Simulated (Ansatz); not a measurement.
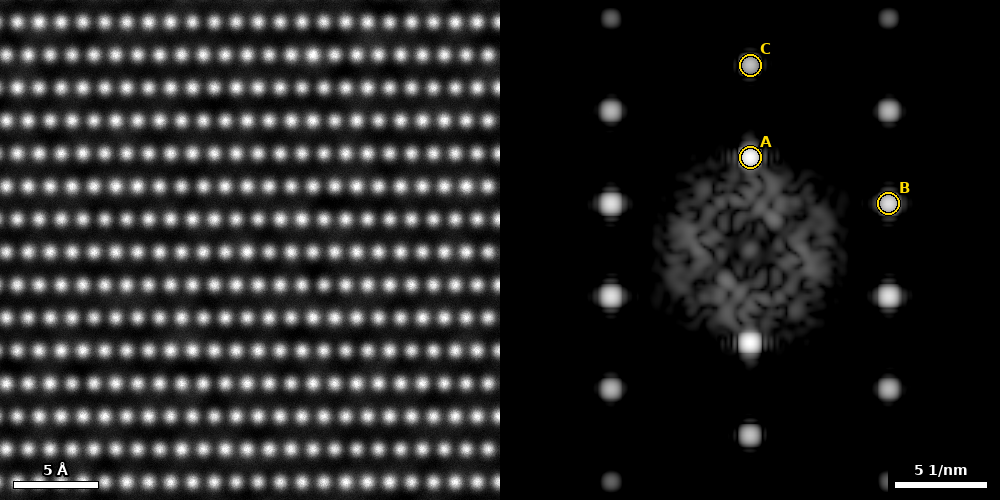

Z-contrast image of a crystal. The image is simulated as a sum over atoms of Z^1.7, blurred by a 0.70 Å probe (no channelling). The probe carries 25 % of its weight in a tail 2.5 times as wide. Shot noise and the speckle of an amorphous layer were added.

The right panel is the modulus of the image's Fourier transform on a logarithmic scale.

Which lattice spacings do the marked spots stand for, and what angle do A and B enclose?

A: 2.0 Å, B: 1.2 Å, C: 1.0 Å; A and B enclose about 72°.

The crystal is Al (Pm-3m, No. 221) along [221]; the spots are (-1 1 0), (0 1 -2) and (-2 2 0). Model: the geometry relaxed with DFT, BLYP, plane waves (420 eV) with PAW, scalar-relativistic in Ansatz 0.2.0; the starting structure was generated, so it need not be a known form of this composition.
